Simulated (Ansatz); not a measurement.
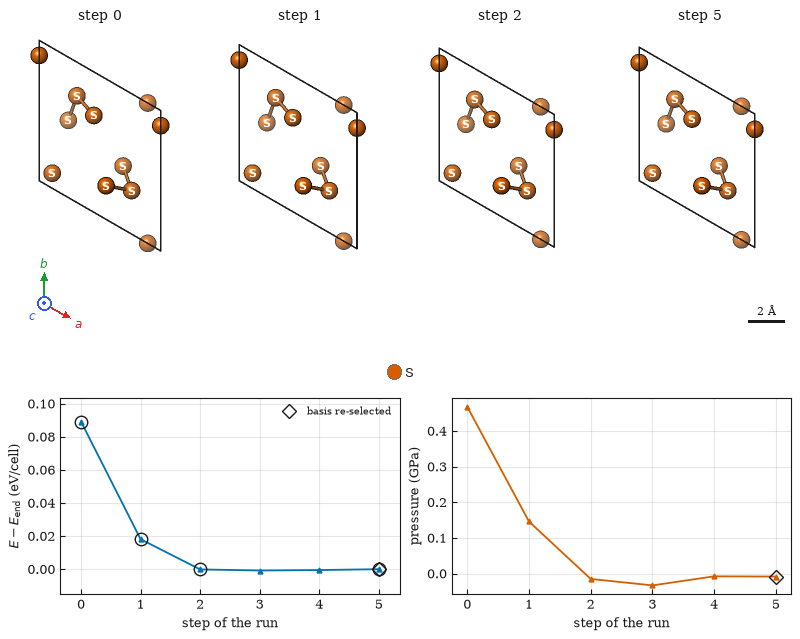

Frames of a relaxation of a crystal of S (set up in P3_221), marked on the history of the run. A ball-and-stick model of the cell of the calculation, seen along the c axis.

Level of theory: Ansatz 0.2.0, DFT PBE+D3(BJ), scalar-relativistic, plane waves, PAW.

Input
```yaml
crystal:
  lattice:
    - [7.8483716206, 0.0, 0.0]
    - [-3.9241858103, 6.7968892018, 0.0]
    - [0.0, 0.0, 4.37184727]
  atoms:
    - { symbol: S, position: [0.10746981, 0.10746981, 0.5] }
    - { symbol: S, position: [0.44970978, 0.68978987, 0.73359435] }
    - { symbol: S, position: [0.68978987, 0.44970978, 0.26640565] }
    - { symbol: S, position: [0.89253019, 0.0, 0.16666667] }
    - { symbol: S, position: [0.24008009, 0.55029022, 0.06692768] }
    - { symbol: S, position: [0.31021013, 0.75991991, 0.40026102] }
    - { symbol: S, position: [0.55029022, 0.24008009, 0.93307232] }
    - { symbol: S, position: [0.75991991, 0.31021013, 0.59973898] }
    - { symbol: S, position: [0.0, 0.89253019, 0.83333333] }
basis:
  ecutwfc: 420
kpoints:
  mp_grid: { grid: [6, 6, 6] }
hamiltonian:
  xc: pbe
  dispersion: d3bj
scf:
  occupations: { method: gaussian, width: 0.02 }
output:
  forces: true
  stress: true
  eigenvalues: true
  write_density: true
  write_potential: true
  elf: true
  volumetric_format: npy
relax:
  adjacent_minimum: "off"
  f_tol: 0.02
  max_steps: 70
  cell: { stress_tol: 0.1 }
```

Command:
```bash
ansatz run input.yaml --threads 2 --pin off --max-ram 5120MiB --backend cpu --events-out ev --progress --plain --runs-dir out
```

What happens along the run?

The energy falls by 89.2 meV per cell of the calculation in 4 accepted moves (5 points after the start). Largest force component: 0.37 eV/Å at the start, 0.0098 eV/Å at the end. The pressure goes from 0.47 to −0.01 GPa. At 1 point the geometry stayed and the basis and grid were re-selected for the new cell (energy shift of 0.5 meV per cell of the calculation at most each time). The largest moves relative to the cell, 0.056 Å, are those of S1, S4 and S9. S1 goes along [1 1 0]. The drawn cell changes as follows: a = b 7.848 → 7.464 Å (−4.9 %), c 4.372 → 4.379 Å (+0.2 %); the volume changes by −9.4 %. Among the contacts that change: S1–S4 2.063 → 2.083 Å, S2–S5 2.056 → 2.071 Å. The space group stays P3_221 (No. 154). From step 0 to 1: S atoms move most (0.04 Å), volume −6.8 %, energy −71.1 meV per cell of the calculation. From step 1 to 2: S atoms move most (0.02 Å), volume −3.9 %, energy −18.3 meV per cell of the calculation. From step 2 to 5: S atoms move most (0.02 Å), volume +1.1 %, energy +0.1 meV per cell of the calculation.
